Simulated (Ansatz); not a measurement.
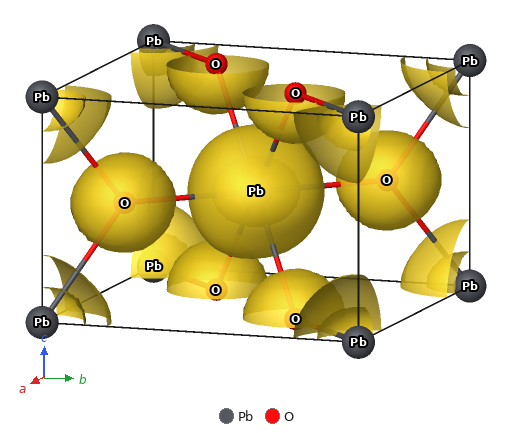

Figure. PbO2. Density of the Kohn–Sham states from 0.0 to +1.2 eV about the Fermi level (the empty states just over the Fermi level), scaled to one electron a cell: yellow surface at 0.02 1/Å³, in the conventional cell seen slightly off an axis.

Space group P4_2/mnm; the calculation finds a residual pressure of about 9 GPa at this fixed cell. Spin-orbit coupling, left out here, splits and shifts the levels of such heavy elements, by tenths of an eV up to several eV.

The calculation used DFT PBE, scalar-relativistic, plane waves, PAW (Ansatz 0.2.0).

In a PAW calculation such maps are meaningful between the atoms, not at the nuclei.

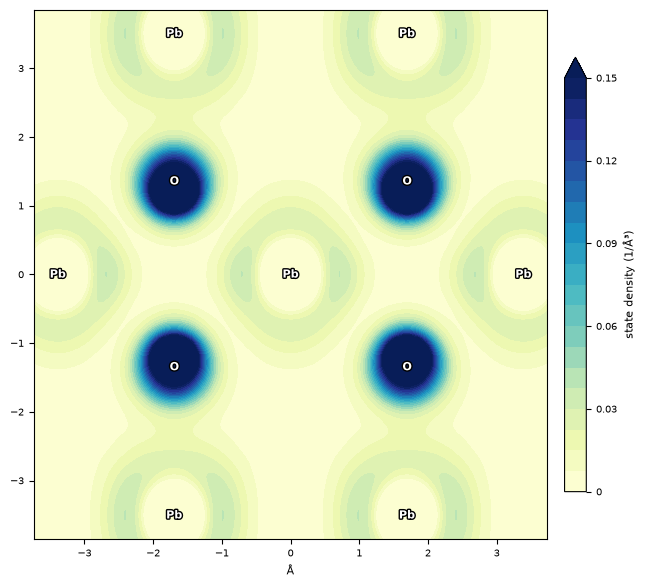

Also shown: a map on the (110) plane of the conventional cell.

### What is the character of these states?

Löwdin projections on the PAW files' atomic orbitals give O 2p (55 %), Pb 6s (30 %) and O 2s (10 %). In space (atomic cells sized by Bader volumes) the density divides as O about 75 % and Pb about 25 %. It nearly vanishes midway along the shortest Pb–Pb contact.
